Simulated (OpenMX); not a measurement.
# Zn: 7 runs along one coordinate

System: Zn (P6₃/mmc, 2 atoms in the cell).
Method: Kohn-Sham DFT of a periodic cell, PBE, OpenMX 2013 PBE set, no spin polarisation (OpenMX 3.8.5).

The 7 runs differ only in the geometry, by an even scaling of the cell at fixed fractional positions. The structure derives from an entry of the Crystallography Open Database.

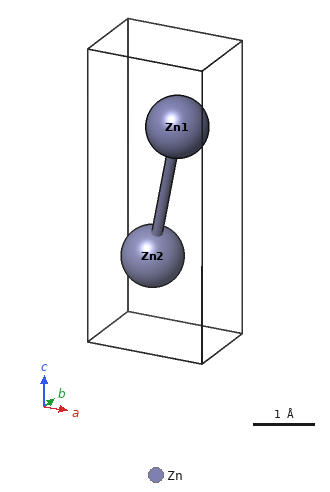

Figure 1. The structure of run 4 (ball-and-stick view of the cell of the calculation, seen slightly off an axis; atoms are numbered from 1 in the order of the input).

### Input of run 4
```
System.CurrrentDirectory             ./
System.Name                          Zn
DATA.PATH                            ./DFT_DATA13
level.of.stdout                      1
level.of.fileout                     0
Species.Number                       1
<Definition.of.Atomic.Species
  Zn  Zn6.0H-s3p2d2          Zn_PBE13H
Definition.of.Atomic.Species>

Atoms.Number                         2
Atoms.SpeciesAndCoordinates.Unit     FRAC
<Atoms.SpeciesAndCoordinates
    1  Zn    0.6666666667    0.3333333333    0.7500000000  10.000 10.000
    2  Zn    0.3333333333    0.6666666667    0.2500000000  10.000 10.000
Atoms.SpeciesAndCoordinates>

Atoms.UnitVectors.Unit               Ang
<Atoms.UnitVectors
     2.6700000000    0.0000000000    0.0000000000
    -1.3350000000    2.3122878281    0.0000000000
     0.0000000000    0.0000000000    4.9660000000
Atoms.UnitVectors>

scf.XcType                           GGA-PBE
scf.SpinPolarization                 off
scf.ElectronicTemperature            580.226
scf.energycutoff                     500.0
scf.maxIter                          100
scf.EigenvalueSolver                 band
scf.Kgrid                            11 11 7
scf.Mixing.Type                      rmm-diisk
scf.Init.Mixing.Weight               0.05
scf.Min.Mixing.Weight                0.001
scf.Max.Mixing.Weight                0.3
scf.Mixing.History                   25
scf.Mixing.StartPulay                8
scf.criterion                        1.0e-8
scf.stress.tensor                    on
MD.Type                              nomd
```

Command:
```bash
openmx Zn.dat -nt 1 > Zn.std
```

Run 2 has the same physical settings and fractional positions; its lattice vectors (Å) are:
```
   2.633914    0.000000    0.000000
  -1.316957    2.281037    0.000000
   0.000000    0.000000    4.898884
```

### Results, with one run withheld

```csv
run,volume per atom (Å³),"free energy per atom, from the lowest run given (meV)"
1,14.410,20.40
2,14.716,?
3,15.023,3.51
4,15.330,0.44
5,15.636,0.00
6,15.943,2.25
7,16.249,6.91
```

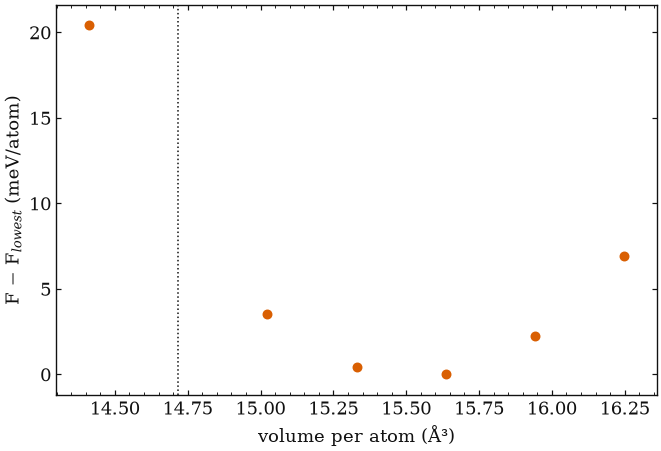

Figure 2. Free energy per atom of the runs given; the dotted line marks run 2.

Estimate the energy of run 2 from the others.

A cubic polynomial in V^(−2/3) (the Birch–Murnaghan form), fitted to the 6 runs given, misses them by at most 0.11 meV per atom. With x = V^(−2/3) − 0.16147 Å⁻², it reads F = −0.024589 + 443.14 x + 3.0556e+05 x² + 9.7403e+05 x³ (meV per atom). At run 2 it gives 10.14 meV per atom, and the run itself gives 10.09. The fit has its minimum at 15.517 Å³ per atom, where V d²F/dV² gives 72 GPa. Cell shape and fractional positions are held, so this is the stiffness under even scaling; the relaxed bulk modulus wasn't computed.

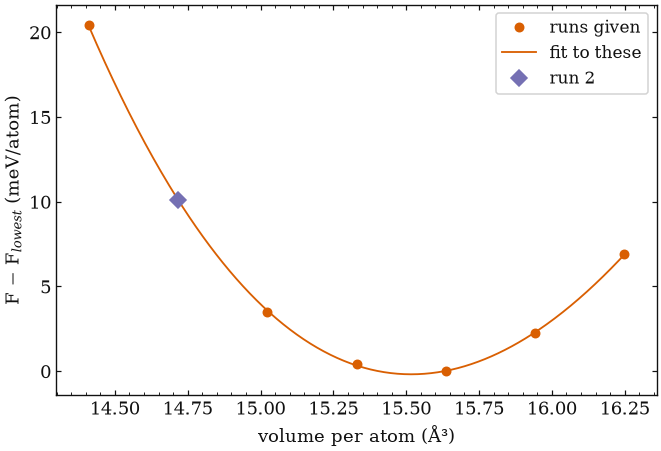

Figure 3. The fit and the withheld run.

### Some lines of the output (run 2)
```
[...]
  Cell_Volume =    198.622118616251 (Bohr^3)
        Total energy (Hartree) at MD = 1
   kloop=0
   kloop=1
   kloop=423
```

Notes: With a small basis of atomic orbitals these values can differ much from converged plane-wave results.
